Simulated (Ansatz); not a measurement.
# TaN: 6 runs along one coordinate

System: TaN (I4mm, 2 atoms in the cell).
Method: DFT LDA, scalar-relativistic, plane waves, PAW, PAW set soft_1, no spin polarisation (Ansatz 0.2.0).

The 6 runs differ only in the geometry, by an even scaling of the cell at fixed fractional positions. The structure derives from an entry of the Crystallography Open Database.

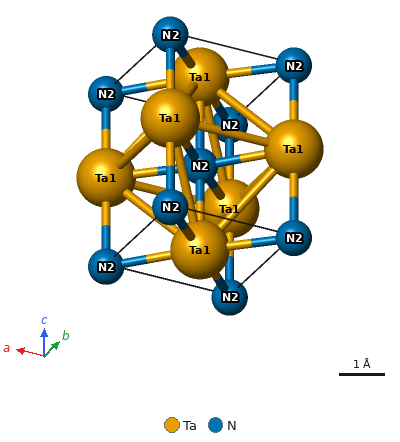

Figure 1. The structure of run 4 (ball-and-stick view of the cell 2 times as large as that of the calculation, set on its symmetry axes, seen at an oblique angle; atoms are numbered from 1 in the order of the input).

**Input of run 4**
```yaml
crystal:
  lattice:
    - [0.0, 2.1918784864, 2.1918784864]
    - [2.1918784864, 0.0, 2.1918784864]
    - [2.1918784864, 2.1918784864, 0.0]
  atoms:
    - { symbol: Ta, position: [0.4989139126, 0.5010860874, 0.5010860874] }
    - { symbol: "N", position: [0.0140304995, -0.0140304995, -0.0140304995] }
basis:
  ecutwfc: 520.0
kpoints:
  mp_grid: { grid: [18, 18, 18] }
hamiltonian:
  xc: lda
  pseudopotentials: { kind: paw, azcp: { folder: soft_1 } }
scf:
  occupations: { method: gaussian, width: 0.15 }
output:
  forces: true
  stress: true
  eigenvalues: true
```

Command:
```bash
ansatz run input.yaml --threads 1 --pin off --max-ram 2048MiB --backend cpu --events-out ev --progress --plain --runs-dir out
```

Lattice vectors (Å) and fractional positions of run 4:
```
   0.000000    2.191878    2.191878
   2.191878    0.000000    2.191878
   2.191878    2.191878    0.000000
Ta  0.498914  0.501086  0.501086
N   0.014030 -0.014030 -0.014030
```

Run 2 differs from it as follows:
```diff
-    - [0.0, 2.1918784864, 2.1918784864]
-    - [2.1918784864, 0.0, 2.1918784864]
-    - [2.1918784864, 2.1918784864, 0.0]
+    - [0.0, 2.1557928146, 2.1557928146]
+    - [2.1557928146, 0.0, 2.1557928146]
+    - [2.1557928146, 2.1557928146, 0.0]
```

**Results, with one run withheld**

| run | volume per atom (Å³) | free energy per atom, from the lowest run given (meV) | pressure (GPa) |
| --- | --- | --- | --- |
| 1 | 9.766 | 34.60 | 22.11 |
| 2 | 10.019 | ? | ? |
| 3 | 10.273 | 0.00 | 0.75 |
| 4 | 10.531 | 6.11 | −8.14 |
| 5 | 10.796 | 26.34 | −16.10 |
| 6 | 11.062 | 59.06 | −23.06 |

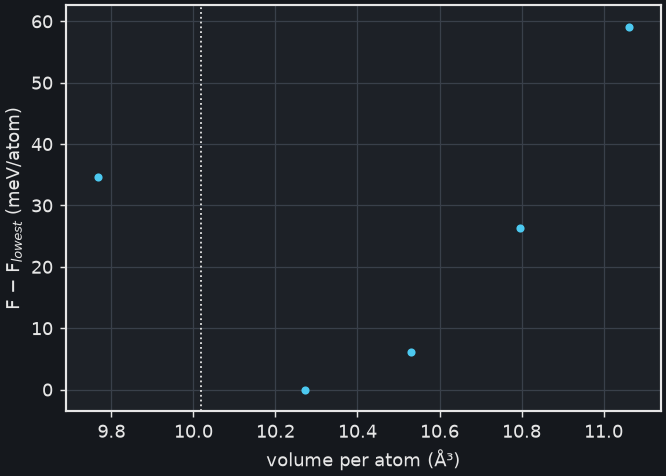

Figure 2. Free energy per atom of the runs given; the dotted line marks run 2.

Fit the runs given and predict run 2.

A cubic polynomial in V^(−2/3) (the Birch–Murnaghan form), fitted to the 5 runs given, misses them by under 0.01 meV per atom. With x = V^(−2/3) − 0.20895 Å⁻², it reads F = 3.3816 − 2879.8 x + 6.034e+05 x² + 4.0527e+05 x³ (meV per atom). At run 2 it gives 8.92 meV per atom, and the run itself gives 8.92. The slope of the fit gives a pressure −dF/dV of 10.72 GPa there, and the run prints 10.74 GPa. The fit has its minimum at 10.293 Å³ per atom, where V d²F/dV² gives 375 GPa. Cell shape and fractional positions are held, so this is the stiffness under even scaling; the relaxed bulk modulus wasn't computed.

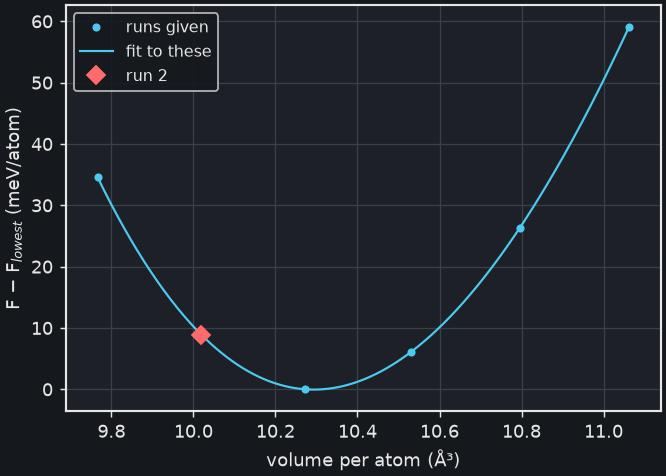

Figure 3. The fit and the withheld run.

**Output, shortened to warnings, some set-up lines, iterations and results (run 2)**
```
Warning: [file] the record states the generating functional pbe (its physics header spells it `PBE`), which answers neither for hamiltonian.xc's functional nor for the lda family's — results may be inconsistent (PPs are generated against a specific XC)
Warning: [file] the record states the generating functional pbe (its physics header spells it `PBE`), which answers neither for hamiltonian.xc's functional nor for the lda family's — results may be inconsistent (PPs are generated against a specific XC)
Basis set: ecut = 520 eV, 537 PW (Γ)
Symmetry: 8 space group operations
k-points: 480 of 5832 (time reversal used)
Initial density: superposition of atomic densities (chi_scale 0.1, normalization cell, long waves kept (reshape's long-wave potential 0.00 eV rms))
[...]
SCF iter   1: F=—  HF=-10059.589401 eV  |F-HF|=—  |Δ(HF+E_count)|=         —  Δρ=5.48e-2  dr2=6.23e-1  ethr=3.10e-3  ⟨swp⟩=5.0  Hψ=65611  notcnv=0  defer=9
SCF iter   2: F=—  HF=-10059.528284 eV  |F-HF|=—  |Δ(HF+E_count)|=   6.11e-2  Δρ=3.83e-2  dr2=3.35e-1  ethr=3.10e-3  ⟨swp⟩=1.0  Hψ=12000  notcnv=0  defer=42
SCF iter   3: F=—  HF=-10059.443920 eV  |F-HF|=—  |Δ(HF+E_count)|=   8.44e-2  Δρ=3.05e-3  dr2=4.95e-4  ethr=1.86e-3  ⟨swp⟩=2.4  Hψ=11117  notcnv=0  defer=94
SCF iter   4: F=—  HF=-10059.443975 eV  |F-HF|=—  |Δ(HF+E_count)|=   5.51e-5  Δρ=6.74e-4  dr2=1.11e-4  ethr=2.75e-6  ⟨swp⟩=2.7  Hψ=15361  notcnv=0  defer=845
SCF iter   5: F=—  HF=-10059.443947 eV  |F-HF|=—  |Δ(HF+E_count)|=   2.79e-5  Δρ=7.28e-5  dr2=9.02e-7  ethr=6.18e-7  ⟨swp⟩=2.6  Hψ=10155  notcnv=0  defer=845
SCF iter   6: F=—  HF=-10059.443947 eV  |F-HF|=—  |Δ(HF+E_count)|=   2.75e-7  Δρ=1.05e-5  dr2=1.71e-8  ethr=5.56e-10  ⟨swp⟩=9.1  Hψ=39585  notcnv=0
SCF iter   7: F=-10059.443947 eV  HF=-10059.443947 eV  |F-HF|=1.40e-10  |Δ(HF+E_count)|=   6.45e-9  Δρ=1.85e-6  dr2=3.38e-10  ethr=9.51e-11  ⟨swp⟩=2.0  Hψ=22588  notcnv=0
SCF 1 converged in 7 iterations: F = -10059.443947 eV  dr2 = 3.38e-10
SCF converged after 7 iterations
Free energy (F): -10059.443947 eV
Harris-Foulkes:  -10059.443947 eV  (|F-HF|=1.40e-10)
Internal energy: -10059.435082 eV  (E = F + TS)
E sigma→0 (E₀):  -10059.439514 eV
Entropy (-TS):   -0.008865 eV (-4.433 meV/atom)
Fermi energy:    22.608857 eV
--- Per-component energies (eV) ---
  E_band       = -28.832214
  E_kinetic    = 529.755714
  E_local      = -535.558886  (includes V_loc(G=0)·N_el)
  E_nonlocal   = 30.759421
  E_hartree    = 194.072150
  E_xc         = -380.219051
  E_vxc        = -312.712315  (∫ρ·V_xc dr)
  E_paw        = -8177.141255  (= ΣΔE_a)
  E_vpaw       = -129.220587  (= ΣTr[D̂ρ^β])
  E_aug_tail   = -0.000003  (compensation charges beyond the density's cutoff)
  E_ewald      = -1721.442214
  E_core_change = 0.339041  (= ΣΔE_core)
  E_smearing   = -0.008865  (= −TS)
  E_closure    = -0.000000  (closes the sum)
  Σ components = -10059.443947   (vs F -10059.443947, Δ=0.00e0)
--- Forces (eV/Å), atoms counted from 1 ---
  atom   1  Ta    -0.67623756    -0.00000000     0.00000000
  atom   2  N      0.67623369    -0.00000000    -0.00000000
  max |Σ_I F_I| component: 3.87e-6 eV/Å
--- Stress (GPa, compression-positive) ---
       12.481196       0.000000       0.000000
        0.000000       9.872630       0.000000
        0.000000       0.000000       9.872630
  P = ⅓ Tr σ = 10.7422 GPa (107.422 kbar)
```

Warnings of the run: the PAW datasets were made with another functional. Spin–orbit coupling is left out, which matters for Ta.
